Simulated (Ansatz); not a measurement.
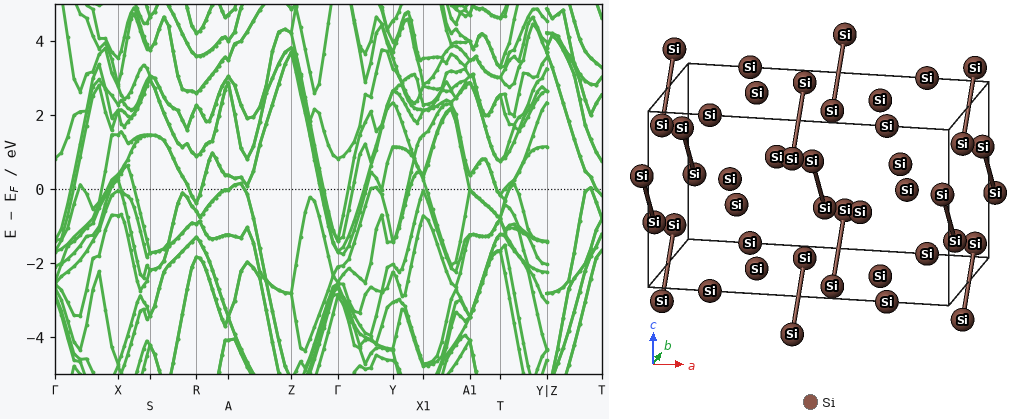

What does this figure show?

Band structure of Si, space group Cmce (No. 64), 8 atoms in the primitive cell (a = 5.08 Å, b = 5.08 Å, c = 5.18 Å, α = 90.00°, β = 90.00°, γ = 61.00°), beside the structure. Method: r2SCAN, Ansatz PAW, no spin polarisation, no spin-orbit coupling, 6×6×5 k mesh, 500 eV cutoff, Fermi-Dirac smearing of 0.05 eV (Ansatz). Energies are counted from the Fermi level.

A metal: bands cross the Fermi level along this path. At T the nearest levels lie 0.16 eV below and 0.76 eV above the Fermi level.

The PAW data sets were made with another functional. This isn't the form of Si at room conditions, which is diamond. Bands are joined in order of energy, so crossings between the computed points show as kinks or gaps. In reduced coordinates of the cell that was run, X is (0.337, −0.337, 0), S is (0, −0.5, 0), R is (0, −0.5, −0.5), A is (0.337, −0.337, −0.5), Z is (0, 0, −0.5), Y is (−0.5, −0.5, 0), X1 is (−0.337, −0.663, 0), A1 is (−0.337, −0.663, −0.5) and T is (−0.5, −0.5, −0.5).
